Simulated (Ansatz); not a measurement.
Run report: ZrN, geometry relaxation

ZrN (2 atoms in the cell), computed with DFT, PBE, plane waves, PAW, no spin polarisation (Ansatz 0.2.0).

The structure derives from a Materials Project entry.

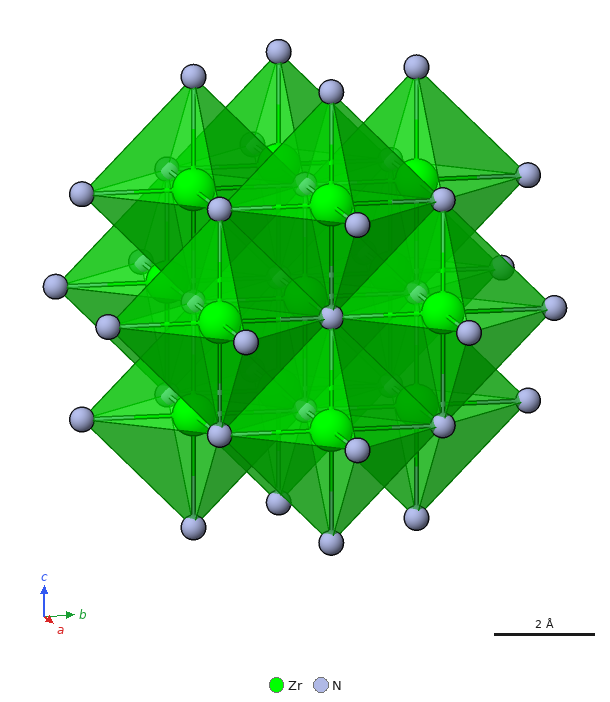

Figure 1. The input geometry (polyhedral view of the cell 4 times as large as that of the calculation, set on its symmetry axes, seen slightly off an axis; polyhedra are completed across the faces of the cell).

## Input file
```yaml
crystal:
  lattice:
    - [0.0, 2.2942655869, 2.2942655869]
    - [2.2942655869, 0.0, 2.2942655869]
    - [2.2942655869, 2.2942655869, 0.0]
  atoms:
    - { symbol: Zr, position: [0.5, 0.5, 0.5] }
    - { symbol: "N", position: [0.0, 0.0, 0.0] }
basis:
  ecutwfc: 420
kpoints:
  mp_grid: { grid: [24, 24, 24] }
hamiltonian:
  xc: pbe
scf:
  occupations: { method: gaussian, width: 0.1 }
output:
  forces: true
  eigenvalues: true
  stress: true
relax:
  adjacent_minimum: "off"
  f_tol: 0.005
  max_steps: 80
  cell: { stress_tol: 0.05 }
```

Hardware: 1 thread of AMD EPYC (Zen 3), 32 GiB of memory available, shared host.

Launched with:
```bash
ansatz run input.yaml --threads 1 --pin off --max-ram 2560MiB --backend cpu --events-out ev --progress --plain --runs-dir out
```

## Log
```
Engine: ansatz 0.2.0, x86_64-unknown-linux-gnu
Pseudopotentials: kind: paw
Pseudopotential: Zr, paw, valence charge 12, recommended cutoff 420 eV (normal), Zr.paw.azcp
Pseudopotential: N, paw, valence charge 5, recommended cutoff 420 eV (normal), N.paw.azcp
Functional definition: PBE
  parameter kappa = 0.804
  parameter beta = 0.06672455060314922
  exchange = pbe_x(kappa = kappa, mu = beta*pi^2/3)
  correlation = pbe_c(beta = beta)
Crystal: 2 atoms, lattice volume = 24.152 Å³
Basis set: ecut = 420 eV, 459 PW (Γ), exchange–correlation on 48×48×48 points (8 copies of the dense FFT grid, shifted against one another)
Bands: 13, of which v1, the nominal top of the filled ones, is band 9 counted from 1 (8 counted from 0)
Symmetry: 48 space group operations
Space group: Fm-3m (ITA 225), of the structure as read, at distance tolerance 2.9e-5 Å
k-points: 413 of 13824
Non-local potential: Zr, projectors of the file, l = 0: 3, l = 1: 2, l = 2: 2, l = 3: 2
Non-local potential: N, projectors of the file, l = 0: 2, l = 1: 2, l = 2: 1
PAW form: soft (Blöchl's): semilocal exchange-correlation on the pseudo side does not see the compensation charge
PAW one-centre angular grid: Zr, 590 points (default); XC on 64 Gauss nodes
PAW one-centre angular grid: N, 110 points (default); XC on 64 Gauss nodes
Initial density: superposition of atomic densities (neutral atoms: chi_scale 0, normalization atom), corrected by the library's trained network
Initial wavefunctions: pseudopotential atomic-orbital guess
Functional: x = pbe(κ = 0.804, μ = 0.2195149727645171), c = pbe(β = 0.06672455060314922)
SCF iter   1: F=—  HF=-4571.311773 eV  |F-HF|=—  |Δ(HF+E_count)|=         —  Δρ=1.27e-3  dr2=4.42e-4  ethr=1.77e-3  ⟨swp⟩=5.0  Hψ=26069  notcnv=0
preconditioner: auto → none  [metal: Δε(μ)=0.017 eV  Ē_g=18.837 eV  σ=0.100 eV  W_gap=0.10  n_scr=8 (ndim 8)  ℏωp=29.3 eV  f_vac=0.000  D(μ)=0.67/eV (n_scr^D=0)  sad-step TF]
SCF iter   2: F=—  HF=-4571.311532 eV  |F-HF|=—  |Δ(HF+E_count)|=   2.41e-4  Δρ=7.98e-4  dr2=1.90e-4  ethr=2.60e-6  ⟨swp⟩=2.4  Hψ=11541  notcnv=0
SCF iter   3: F=—  HF=-4571.311528 eV  |F-HF|=—  |Δ(HF+E_count)|=   3.93e-6  Δρ=2.44e-4  dr2=1.24e-5  ethr=1.12e-6  ⟨swp⟩=2.1  Hψ=6573  notcnv=0
SCF iter   4: F=—  HF=-4571.311520 eV  |F-HF|=—  |Δ(HF+E_count)|=   8.18e-6  Δρ=5.54e-5  dr2=5.38e-7  ethr=7.30e-8  ⟨swp⟩=2.1  Hψ=8650  notcnv=0
iter 5 did not close the SCF: its close was put off for the readings that it lacked (scf_convergence_deferred on its scf_iter line)
SCF iter   5: F=-4571.311520 eV  HF=-4571.311520 eV  |F-HF|=7.40e-9  |Δ(HF+E_count)|=   5.58e-8  Δρ=9.58e-6  dr2=1.32e-8  ethr=3.17e-9  ⟨swp⟩=2.0  Hψ=8750  notcnv=0
SCF iter   6: F=-4571.311520 eV  HF=-4571.311520 eV  |F-HF|=7.18e-10  |Δ(HF+E_count)|=   1.49e-8  Δρ=2.73e-6  dr2=1.11e-9  ethr=7.79e-11  ⟨swp⟩=3.0  Hψ=18080  notcnv=0
SCF 1 converged in 6 iterations: F = -4571.311520 eV  dr2 = 1.11e-9
  greatest PAW one-centre occupation: 0.996 electrons in one spin orbital (limit 2), on the Zr atom at site 0 (counted from 0), in its partial waves of l = 0
relax step   1: F+E_penalty+E_count = -4571.31152008 eV  Δ(F+E_penalty+E_count) = +0.000e0 eV  max|allowed force component| = 8.464e-30 eV/Å  Δτ_max = 0.0000 Å  P = +1.009 GPa  Ω = 24.152 Å³  (6 SCF iters, dr2 threshold 1.00e-7 eV, accepted)
Crystal: 2 atoms, lattice volume = 24.309 Å³
Basis set: ecut = 420 eV, 531 PW (Γ), exchange–correlation on 48×48×48 points (8 copies of the dense FFT grid, shifted against one another)
Initial density: handed on by an earlier stage of this run
Initial wavefunctions: those handed on with the density
iter 1 solved again at ethr=1.64e-6 eV; its pass at ethr=3.10e-3 eV (dr2=2.78e-4 eV) is discarded
SCF iter   1: F=—  HF=-4571.311401 eV  |F-HF|=—  |Δ(HF+E_count)|=         —  Δρ=9.73e-4  dr2=2.56e-4  ethr=1.64e-6  ⟨swp⟩=1.2  Hψ=29137  notcnv=0
preconditioner: auto → none  [metal: Δε(μ)=0.018 eV  Ē_g=18.791 eV  σ=0.100 eV  W_gap=0.10  n_scr=8 (ndim 8)  ℏωp=29.2 eV  f_vac=0.000  D(μ)=0.67/eV (n_scr^D=0)]
SCF iter   2: F=—  HF=-4571.311348 eV  |F-HF|=—  |Δ(HF+E_count)|=   5.32e-5  Δρ=2.55e-4  dr2=2.17e-5  ethr=1.50e-6  ⟨swp⟩=2.0  Hψ=6194  notcnv=0
SCF iter   3: F=—  HF=-4571.311341 eV  |F-HF|=—  |Δ(HF+E_count)|=   6.73e-6  Δρ=4.42e-5  dr2=4.17e-7  ethr=1.28e-7  ⟨swp⟩=2.0  Hψ=6266  notcnv=0
iter 4 did not close the SCF: its close was put off for the readings that it lacked (scf_convergence_deferred on its scf_iter line)
SCF iter   4: F=-4571.311341 eV  HF=-4571.311341 eV  |F-HF|=1.42e-9  |Δ(HF+E_count)|=   1.14e-8  Δρ=6.62e-6  dr2=5.58e-9  ethr=2.45e-9  ⟨swp⟩=2.2  Hψ=7518  notcnv=0
iter 5 did not close the SCF: its close was put off for the readings that it lacked (scf_convergence_deferred on its scf_iter line)
SCF iter   5: F=-4571.311341 eV  HF=-4571.311341 eV  |F-HF|=3.37e-11  |Δ(HF+E_count)|=   2.19e-9  Δρ=5.50e-7  dr2=2.57e-11  ethr=3.28e-11  ⟨swp⟩=2.3  Hψ=8692  notcnv=0
SCF iter   6: F=-4571.311341 eV  HF=-4571.311341 eV  |F-HF|=0.00e0  |Δ(HF+E_count)|=  3.55e-11  Δρ=4.39e-8  dr2=1.28e-13  ethr=1.00e-12  ⟨swp⟩=1.3  Hψ=12536  notcnv=0
SCF 2 converged in 6 iterations: F = -4571.311341 eV  dr2 = 1.28e-13
  greatest PAW one-centre occupation: 0.995 electrons in one spin orbital (limit 2), on the Zr atom at site 0 (counted from 0), in its partial waves of l = 0
relax step   2: F+E_penalty+E_count = -4571.31134120 eV  Δ(F+E_penalty+E_count) = +1.789e-4 eV  max|allowed force component| = 1.167e-29 eV/Å  Δτ_max = 0.0000 Å  P = -0.635 GPa  Ω = 24.309 Å³  energy of the carried Pulay correction = -3.574e-4 eV  (6 SCF iters, dr2 threshold 2.00e-7 eV, accepted)
Crystal: 2 atoms, lattice volume = 24.249 Å³
iter 1 solved again at ethr=2.41e-7 eV; its pass at ethr=3.10e-3 eV (dr2=4.10e-5 eV) is discarded
SCF iter   1: F=—  HF=-4571.311613 eV  |F-HF|=—  |Δ(HF+E_count)|=         —  Δρ=3.75e-4  dr2=3.78e-5  ethr=2.41e-7  ⟨swp⟩=1.2  Hψ=29119  notcnv=0
preconditioner: auto → none  [metal: Δε(μ)=0.017 eV  Ē_g=18.810 eV  σ=0.100 eV  W_gap=0.10  n_scr=8 (ndim 8)  ℏωp=29.2 eV  f_vac=0.000  D(μ)=0.67/eV (n_scr^D=0)]
SCF iter   2: F=—  HF=-4571.311602 eV  |F-HF|=—  |Δ(HF+E_count)|=   1.06e-5  Δρ=9.77e-5  dr2=3.18e-6  ethr=2.22e-7  ⟨swp⟩=2.1  Hψ=6202  notcnv=0
iter 3 did not close the SCF: its close was put off for the readings that it lacked (scf_convergence_deferred on its scf_iter line)
SCF iter   3: F=-4571.311601 eV  HF=-4571.311601 eV  |F-HF|=2.43e-8  |Δ(HF+E_count)|=   6.72e-7  Δρ=1.71e-5  dr2=6.19e-8  ethr=1.87e-8  ⟨swp⟩=2.0  Hψ=6263  notcnv=0
iter 4 did not close the SCF: its close was put off for the readings that it lacked (scf_convergence_deferred on its scf_iter line)
SCF iter   4: F=-4571.311601 eV  HF=-4571.311601 eV  |F-HF|=2.24e-10  |Δ(HF+E_count)|=   1.72e-9  Δρ=2.52e-6  dr2=7.89e-10  ethr=3.64e-10  ⟨swp⟩=2.2  Hψ=7711  notcnv=0
iter 5 did not close the SCF: its close was put off for the readings that it lacked (scf_convergence_deferred on its scf_iter line)
SCF iter   5: F=-4571.311601 eV  HF=-4571.311601 eV  |F-HF|=1.82e-12  |Δ(HF+E_count)|=  2.84e-10  Δρ=2.08e-7  dr2=3.65e-12  ethr=4.64e-12  ⟨swp⟩=2.3  Hψ=8685  notcnv=0
SCF iter   6: F=-4571.311601 eV  HF=-4571.311601 eV  |F-HF|=9.09e-13  |Δ(HF+E_count)|=  3.64e-12  Δρ=1.55e-8  dr2=2.00e-14  ethr=1.00e-12  ⟨swp⟩=1.0  Hψ=12392  notcnv=0
SCF 3 converged in 6 iterations: F = -4571.311601 eV  dr2 = 2.00e-14
relax step   3: F+E_penalty+E_count = -4571.31160142 eV  Δ(F+E_penalty+E_count) = -2.602e-4 eV  max|allowed force component| = 6.508e-30 eV/Å  Δτ_max = 0.0000 Å  P = -0.004 GPa  Ω = 24.249 Å³  energy of the carried Pulay correction = -2.190e-4 eV  (6 SCF iters, dr2 threshold 2.00e-7 eV, accepted)
Initial wavefunctions: pseudopotential atomic-orbital guess (no wavefunctions were taken with the density)
iter 1 solved again at ethr=3.04e-8 eV; its pass at ethr=3.10e-3 eV (dr2=5.17e-6 eV) is discarded
SCF iter   1: F=—  HF=-4571.311829 eV  |F-HF|=—  |Δ(HF+E_count)|=         —  Δρ=1.94e-5  dr2=1.50e-8  ethr=3.04e-8  ⟨swp⟩=3.2  Hψ=42668  notcnv=0
preconditioner: auto → none  [metal: Δε(μ)=0.018 eV  Ē_g=18.809 eV  σ=0.100 eV  W_gap=0.10  n_scr=8 (ndim 8)  ℏωp=29.2 eV  f_vac=0.000  D(μ)=0.67/eV (n_scr^D=0)]
SCF iter   2: F=—  HF=-4571.311827 eV  |F-HF|=—  |Δ(HF+E_count)|=   2.48e-6  Δρ=9.05e-6  dr2=2.26e-9  ethr=8.82e-11  ⟨swp⟩=2.0  Hψ=8236  notcnv=0
SCF iter   3: F=—  HF=-4571.311827 eV  |F-HF|=—  |Δ(HF+E_count)|=   8.55e-9  Δρ=1.42e-6  dr2=6.95e-11  ethr=1.33e-11  ⟨swp⟩=2.0  Hψ=7312  notcnv=0
iter 4 did not close the SCF: its close was put off for the readings that it lacked (scf_convergence_deferred on its scf_iter line)
SCF iter   4: F=-4571.311827 eV  HF=-4571.311827 eV  |F-HF|=1.82e-12  |Δ(HF+E_count)|=  2.33e-10  Δρ=1.49e-7  dr2=1.45e-12  ethr=1.00e-12  ⟨swp⟩=2.3  Hψ=7822  notcnv=0
iter 5 did not close the SCF: its close was put off for the readings that it lacked (scf_convergence_deferred on its scf_iter line)
SCF iter   5: F=-4571.311827 eV  HF=-4571.311827 eV  |F-HF|=0.00e0  |Δ(HF+E_count)|=  2.73e-12  Δρ=2.96e-8  dr2=9.69e-14  ethr=1.00e-12  ⟨swp⟩=1.0  Hψ=5369  notcnv=0
iter 6 did not close the SCF: its close was put off for the readings that it lacked (scf_convergence_deferred on its scf_iter line)
SCF iter   6: F=-4571.311827 eV  HF=-4571.311827 eV  |F-HF|=9.09e-13  |Δ(HF+E_count)|=  9.09e-13  Δρ=2.99e-9  dr2=6.31e-16  ethr=1.00e-12  ⟨swp⟩=1.0  Hψ=5369  notcnv=0
iter 7 did not close the SCF: its close was put off for the readings that it lacked (scf_convergence_deferred on its scf_iter line)
SCF iter   7: F=-4571.311827 eV  HF=-4571.311827 eV  |F-HF|=9.09e-13  |Δ(HF+E_count)|=    0.00e0  Δρ=7.67e-10  dr2=6.19e-17  ethr=1.00e-12  ⟨swp⟩=1.0  Hψ=5369  notcnv=0
SCF iter   8: F=-4571.311827 eV  HF=-4571.311827 eV  |F-HF|=9.09e-13  |Δ(HF+E_count)|=  9.09e-13  Δρ=2.26e-10  dr2=3.44e-18  ethr=1.00e-12  ⟨swp⟩=1.9  Hψ=12811  notcnv=0
SCF 4 converged in 8 iterations: F = -4571.311827 eV  dr2 = 3.44e-18
relax step   4: F+E_penalty+E_count = -4571.31182679 eV  Δ(F+E_penalty+E_count) = -2.254e-4 eV  max|allowed force component| = 9.828e-30 eV/Å  Δτ_max = 0.0000 Å  P = +0.010 GPa  Ω = 24.249 Å³  stress off target by 9.85e-3 GPa  SCF on the basis re-selected at this cell (its energy is not comparable with the rows above)  (8 SCF iters)
```

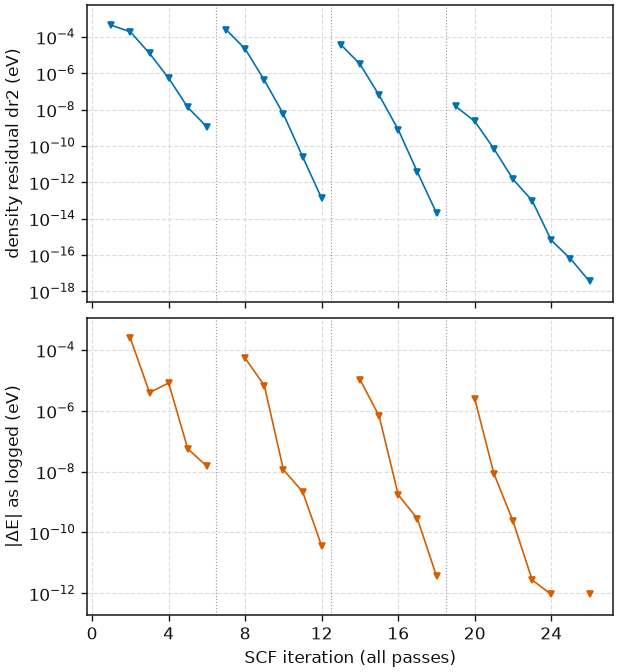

Figure 2. Convergence of the self-consistent field: density residual dr2 and size of the energy change against the SCF iteration. The dotted lines part the SCF passes of the relaxation: geometry steps, rejected trials and re-solves on a re-selected basis. The passes take 6, 6, 6 and 8 iterations.

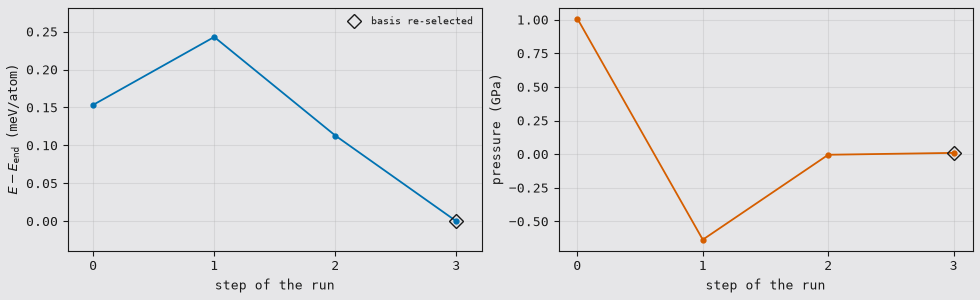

Figure 3. Progress of the relaxation, step by step (the first geometry is step 0 here and step 1 in the log). After 2 geometry steps the energy has fallen by next to nothing (0.0 meV per atom). All forces vanish by symmetry, so only the cell relaxes. The pressure goes from 1.01 to 0.01 GPa. No atom moves by more than 0.005 Å relative to the cell. The volume changes by +0.4 %, with a = b = c 4.589 → 4.595 Å (+0.1 %). The space group stays Fm-3m (No. 225). A last SCF at the same geometry on a re-selected plane-wave basis shifts the energy by −0.1 meV per atom.

```
basis re-selected at this cell: Δ(F+E_penalty+E_count) = -2.254e-4 eV, ΔP = +0.014 GPa vs the last step (what re-selecting the basis moved, of the pressure what is left beyond the Pulay correction that the steps carried, after the strain that the cell walked since its last selection, with what the two solves' SCF thresholds leave and, on support functions, any second-order correction that the steps lacked; it is no measure of the basis error at this ecutwfc). This SCF's stress stands 9.85e-3 GPa from its target on what of the cell is left free (relax.cell.stress_tol is 5.00e-2 GPa) and its largest allowed force component is 9.83e-30 eV/Å (relax.f_tol is 5.00e-3 eV/Å): within both
SCF converged after 8 iterations
Free energy (F): -4571.311827 eV
Harris-Foulkes:  -4571.311827 eV  (|F-HF|=9.09e-13)
Internal energy: -4571.308476 eV  (E = F + TS)
E sigma→0 (E₀):  -4571.310151 eV
Entropy (-TS):   -0.003351 eV (-1.675 meV/atom)
Fermi energy:    17.571042 eV
--- Per-component energies (eV) ---
  E_band       = -27.948372
  E_kinetic    = 467.155265
  E_local      = -626.494099  (includes V_loc(G=0)·N_el)
  E_nonlocal   = 123.143520
  E_hartree    = 188.562651
  E_xc         = -224.169077
  E_vxc        = -270.613855  (∫ρ·V_xc dr)
  E_paw        = -3080.402487  (= ΣΔE_a)
  E_vpaw       = -98.264623  (= ΣTr[D̂ρ^β])
  E_aug_tail   = 0.000118  (compensation charges beyond the density's cutoff)
  E_ewald      = -1419.104367
  E_smearing   = -0.003351  (= −TS)
  E_closure    = 0.000000  (closes the sum)
  Σ components = -4571.311827   (vs F -4571.311827, Δ=0.00e0)
--- Forces (eV/Å), atoms counted from 1 ---
  atom   1  Zr     0.00000000    -0.00000000     0.00000000
  atom   2  N     -0.00000000    -0.00000000     0.00000000
  max |Σ_I F_I| component: 1.82e-29 eV/Å
--- Stress (GPa, compression-positive) ---
        0.009851       0.000000      -0.000000
        0.000000       0.009851       0.000000
       -0.000000      -0.000000       0.009851
  P = ⅓ Tr σ = 0.0099 GPa (0.099 kbar)
--- Band table (eV; the first three rows and the last of 413) ---
  k-point 0: bands = ["-32.0402", "-9.6688", "-9.6688", "-9.6688", "1.3089", "14.9154", "14.9154", "14.9154", "17.1667", "17.1667", "17.1667", "19.1326", "19.1326"]
  k-point 1: bands = ["-32.0379", "-9.6905", "-9.6704", "-9.6704", "1.3441", "14.7523", "14.8051", "14.8051", "17.2222", "17.2222", "17.2265", "19.2660", "19.2660"]
  k-point 2: bands = ["-32.0312", "-9.7536", "-9.6751", "-9.6751", "1.4477", "14.3366", "14.5230", "14.5230", "17.3621", "17.3733", "17.3733", "19.6348", "19.6348"]
  k-point 412: bands = ["-31.8579", "-10.3010", "-10.3010", "-10.0790", "2.4338", "12.1546", "12.8263", "12.8263", "18.5759", "18.5759", "22.0585", "22.1232", "23.4279"]
--- Relaxed structure (3 steps of the walk, 3 accepted, 1 SCFs on fresh bases) ---
  F+E_penalty+E_count = -4571.31182679 eV   max|allowed force component| = 9.828e-30 eV/Å   (the final SCF, on the basis selected at the relaxed cell)
  cell:  # Å, volume = 24.2485 Å³
    - [3.0572232197373535e-34, 2.2973042041132694, 2.2973042041132694]
    - [2.2973042041132694, 3.407530046998925e-34, 2.2973042041132694]
    - [2.2973042041132694, 2.2973042041132694, -6.7832140187922535e-34]
  atoms:
    - { symbol: Zr, position: [0.5, 0.5, 0.5] }
    - { symbol: N, position: [-1.8581659435238046e-36, 2.7872489152858058e-36, 3.1151605523735284e-36] }
```

## Trajectory as extended XYZ (Å, eV, eV/Å), 4 frames, from step=1 to step=4
```
2
Lattice="0.0000 2.2943 2.2943 2.2943 0.0000 2.2943 2.2943 2.2943 0.0000" Properties=species:S:1:pos:R:3:forces:R:3 step=1 energy=-4571.31152 pressure_GPa=1.01
Zr    2.2943    2.2943    2.2943    0.0000   0.0000   0.0000
N     0.0000    0.0000    0.0000    0.0000   0.0000   0.0000
2
Lattice="0.0000 2.2992 2.2992 2.2992 0.0000 2.2992 2.2992 2.2992 0.0000" Properties=species:S:1:pos:R:3:forces:R:3 step=2 energy=-4571.31134 pressure_GPa=-0.64
Zr    2.2992    2.2992    2.2992    0.0000   0.0000   0.0000
N     0.0000    0.0000    0.0000    0.0000   0.0000   0.0000
2
Lattice="0.0000 2.2973 2.2973 2.2973 0.0000 2.2973 2.2973 2.2973 0.0000" Properties=species:S:1:pos:R:3:forces:R:3 step=3 energy=-4571.31160 pressure_GPa=-0.00
Zr    2.2973    2.2973    2.2973    0.0000   0.0000   0.0000
N     0.0000    0.0000    0.0000    0.0000   0.0000   0.0000
2
Lattice="0.0000 2.2973 2.2973 2.2973 0.0000 2.2973 2.2973 2.2973 0.0000" Properties=species:S:1:pos:R:3:forces:R:3 step=4 energy=-4571.31183 pressure_GPa=0.01
Zr    2.2973    2.2973    2.2973    0.0000   0.0000   0.0000
N     0.0000    0.0000    0.0000    0.0000   0.0000   0.0000
```

## Summary

- outcome: converged
- space group (tolerance 0.01 Å): Fm-3m (225)
- electrons treated: 17
- free energy: −4571.3118 eV
- Fermi energy: 17.571 eV
- gap on the k-point mesh: none (metallic)
- pressure: 0.01 GPa
- final volume: 24.25 Å³
- largest force (length of the vector) at the end: under 0.001 eV/Å
- final cell: a = 3.249 Å, b = 3.249 Å, c = 3.249 Å, α = 60.00°, β = 60.00°, γ = 60.00°
- wall time: 30 s
- peak memory: 0.49 GiB

## Remarks

Settings chosen away from the usual ones: kpoints.mp_grid.grid set to [24, 24, 24] (from [16, 16, 16]). The cell holds an odd number of electrons but the run has no spin polarisation, so it comes out as a metal.
